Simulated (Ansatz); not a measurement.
Consider LiNbO$_{3}$ (slab).

```cif
data_structure
_symmetry_space_group_name_H-M 'P 1'
_symmetry_Int_Tables_number 1
_cell_length_a 5.1345
_cell_length_b 5.1345
_cell_length_c 27.9369
_cell_angle_alpha 90.000
_cell_angle_beta 90.000
_cell_angle_gamma 120.000
_cell_volume 637.84
loop_
_atom_site_label
_atom_site_type_symbol
_atom_site_fract_x
_atom_site_fract_y
_atom_site_fract_z
_atom_site_occupancy
Nb1 Nb 0.33333 0.66667 0.27948 1
Li1 Li 0.00000 0.00000 0.33326 1
O1 O 0.65371 0.63857 0.29925 1
O2 O 0.98486 0.34629 0.29925 1
O3 O 0.36143 0.01514 0.29925 1
Nb2 Nb 0.66667 0.33333 0.35460 1
Li2 Li 0.33333 0.66667 0.41719 1
O4 O 0.32265 0.29080 0.38259 1
O5 O 0.70920 0.03186 0.38259 1
O6 O 0.96814 0.67735 0.38259 1
Nb3 Nb 0.00000 0.00000 0.43907 1
Li3 Li 0.66667 0.33333 0.50039 1
O7 O 0.30071 0.95463 0.46643 1
O8 O 0.65393 0.69929 0.46643 1
O9 O 0.04537 0.34607 0.46643 1
Nb4 Nb 0.33333 0.66667 0.52321 1
Li4 Li 0.00000 0.00000 0.58412 1
O10 O 0.98674 0.62254 0.55017 1
O11 O 0.37746 0.36419 0.55017 1
O12 O 0.63581 0.01326 0.55017 1
Nb5 Nb 0.66667 0.33333 0.60677 1
Li5 Li 0.33333 0.66667 0.68311 1
O13 O 0.96675 0.28770 0.63427 1
O14 O 0.32095 0.03325 0.63427 1
O15 O 0.71230 0.67905 0.63427 1
Nb6 Nb 0.00000 0.00000 0.68981 1
Li6 Li 0.66667 0.33333 0.73858 1
O16 O 0.67363 0.99016 0.71851 1
O17 O 0.00984 0.68347 0.71851 1
O18 O 0.31653 0.32637 0.71851 1
```

The SCF solution may not be the lowest one.

Theory: Ansatz, DFT PBEsol, scalar-relativistic, plane waves, PAW.

**Predict the valence pseudo-density and electron localisation function between the atoms.**

Li–O (2.05 Å): the density is about 0.28 e/Å³ at the midpoint; the ELF peaks at about 0.85 in the valence shell of O, 0.6 Å from its nucleus, and is about 0.50 at the midpoint.
Li–O (2.10 Å): the density is about 0.26 e/Å³ at the midpoint; the ELF peaks at about 0.85 in the valence shell of O, 0.6 Å from its nucleus, and is about 0.50 at the midpoint.

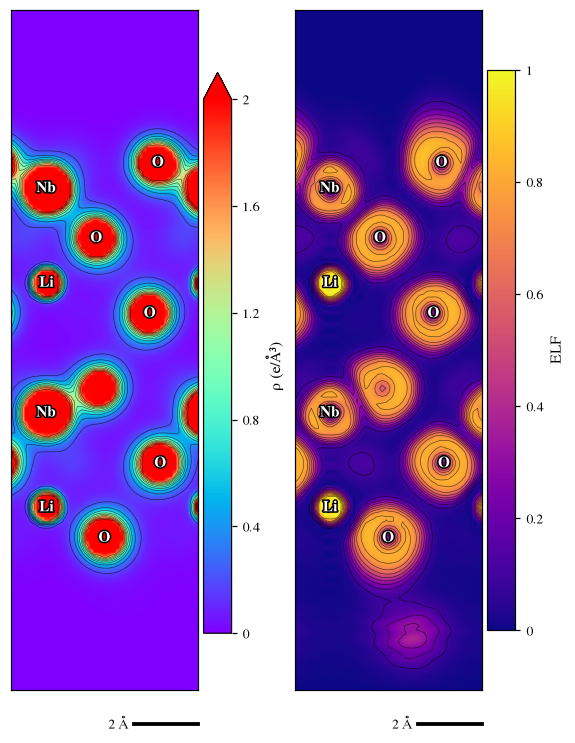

Computed valence pseudo-density and electron localisation function on the (100) plane of the calculation cell, a cut from vacuum to vacuum, in this order. Atoms just off the plane (O, 0.3 Å away) can leave unmarked features too.

Core electrons are frozen (PAW), and the valence fields are smoothed inside the atomic spheres.
